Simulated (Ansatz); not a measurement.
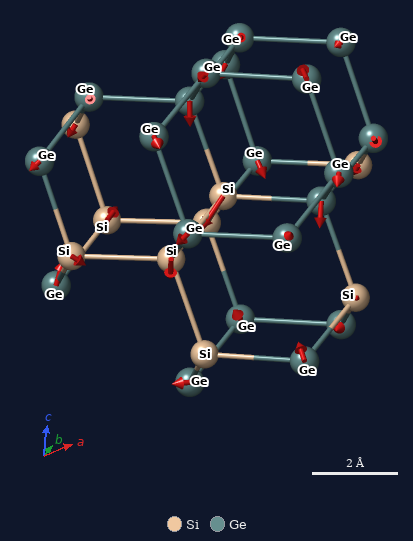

A relaxation of crystalline Si₄₀Ge₈₈ (a generated structure, set up in P1). The starting structure is drawn; red arrows show the displacements (the part carried along by the change of the cell is left out), magnified 10 times.

The picture is a ball-and-stick view of the atoms within 5.0 Å of the atom that moves most (axes of the cell of the calculation), seen slightly off an axis.

The calculation used DFT, PBEsol, PAW, plane waves (Ansatz 0.2.0). Settings: plane-wave cutoff 420 eV; k-point mesh 1 × 1 × 1; mesh shifted by (0.5, 0.5, 0.5); no spin polarisation; cell relaxed at fixed shape; force threshold 0.03 eV/Å; at most 80 steps.

What happened in the run?

Answer. The energy falls by 1.689 eV per cell of the calculation in 3 geometry steps. Largest force component: 1.2 eV/Å at the start, 0.024 eV/Å at the end. The pressure goes from −0.34 to −0.01 GPa. The largest moves relative to the cell, 0.093 Å, are those of Si atoms. By element the largest moves are Si 0.093 Å, Ge 0.092 Å. The drawn cell changes as follows: a = b = c 15.840 → 15.808 Å (−0.2 %); the volume changes by −0.6 %. Among the contacts that change: Si–Si 2.469 → 2.384 Å, Ge–Ge 2.379 → 2.461 Å, Si–Si 2.428 → 2.363 Å, Ge–Si 2.478 → 2.424 Å. Bond angles that change, for instance: Si–Ge–Ge 109.4° → 111.6°. The space group stays P1 (No. 1). Cost: 5.9 s on 1 × NVIDIA GB200 with 8 threads of Arm Neoverse-V2, peak memory 2.7 GiB.
